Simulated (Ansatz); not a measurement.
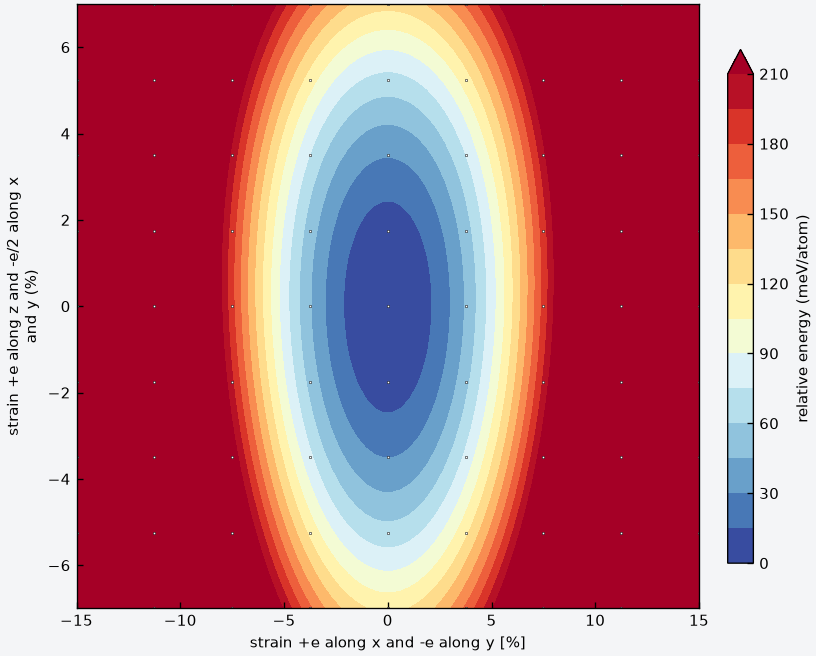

C (Fd-3m, No. 227; 2 atoms in the cell). 
- The energy is mapped over two homogeneous strains (x, y and z along the cube axes).
- First axis: strain +e along x and -e along y. Second axis: strain +e along z and -e/2 along x and y.
- Nothing is relaxed (symmetry fixes all fractional coordinates).
- The scan uses a 9 × 9 grid; 45 points were computed and 36 follow by symmetry.
- Points are written as (first, second).
- Energies: meV/atom, counted from the lowest grid point.
- The band gap closes in part of the range.
- Method: Ansatz, DFT PBE, scalar-relativistic, plane waves, PAW. Settings: cutoff 520 eV, k-mesh 12×12×12, gaussian smearing 0.05 eV, no spin polarisation.

Drawn: filled contours, dots at the grid points, one colour for all values above the top of the scale. Between grid points the surface is interpolated.

Where is the minimum, and how stiff is the crystal against these two strains (in GPa)?

The interpolated minimum is at 0.0 % and 0.0 %. Divided by the cell volume of 11.4 Å³, the second derivatives of the energy there are about 1900 GPa along the first strain and 1400 GPa along the second, with a cross term of about 0 GPa (clamped ions). Round the minimum the two coordinates are nearly uncoupled.

PAW datasets: the set soft_1.
